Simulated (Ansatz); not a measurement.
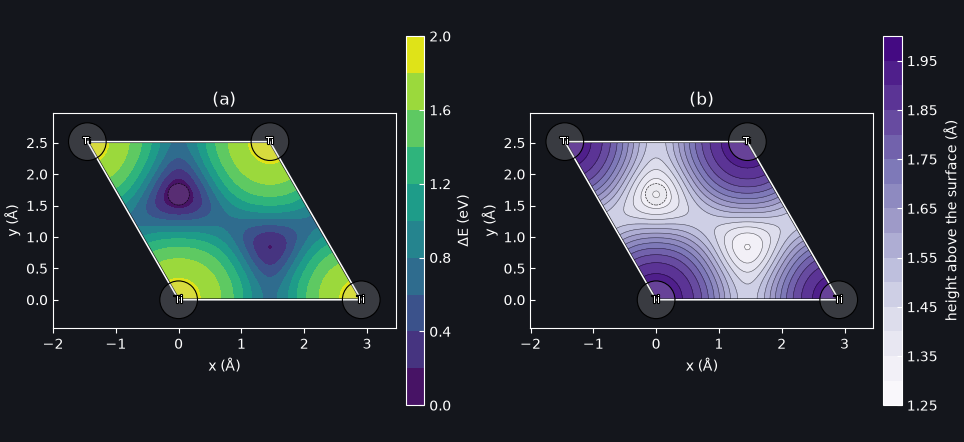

B on a Ti(111) slab cut from the Fm-3m phase, its upper half relaxed before the scan (12 atoms of substrate and one adsorbate in a 2 × 2 cell). B is moved over the surface cell; relaxed at each place: the height of the adsorbate's atoms; substrate rigid; the origin of the map has the adsorbate above Ti9. Places are given modulo a cell vector. The map is drawn in real space over the plane of the surface. Grid: 6 × 6 points; 10 points were computed and 26 follow by symmetry. Places are given in fractions of the 1 × 1 surface cell. Energies are in eV, from the lowest grid point. Level of theory: DFT PBE, scalar-relativistic, plane waves, PAW (Ansatz). Settings: cutoff 420 eV, k-mesh 6×6×1, gaussian smearing 0.1 eV, no spin polarisation.

Panel (a) is the energy and panel (b) the computed height above the surface on the same grid.

In the figure: filled contours, labelled circles for the atoms of the top layer and small ones for the second layer, the outline of one cell of the plane. Between grid points the surface is interpolated.

**How does the height above the surface vary over the map, and what is it at the lowest grid point?**

It runs from 1.30 Å at a threefold hollow over a second-layer Ti atom, (2/6, 4/6) of the cell vectors to 1.95 Å at the top site over a surface Ti atom, (0/6, 0/6) of the cell vectors. At the lowest grid point, a threefold hollow over a second-layer Ti atom, (2/6, 4/6) of the cell vectors, it is 1.30 Å.

```
second ↓, first →   0/6   1/6   2/6   3/6   4/6   5/6
              5/6  1.88  1.74  1.47  1.47  1.74  1.88
              4/6  1.67  1.47  1.30  1.47  1.67  1.74
              3/6  1.47  1.47  1.47  1.47  1.47  1.47
              2/6  1.67  1.74  1.67  1.47  1.30  1.47
              1/6  1.88  1.88  1.74  1.47  1.47  1.74
              0/6  1.95  1.88  1.67  1.47  1.67  1.88
```

PAW datasets: the set soft_1.
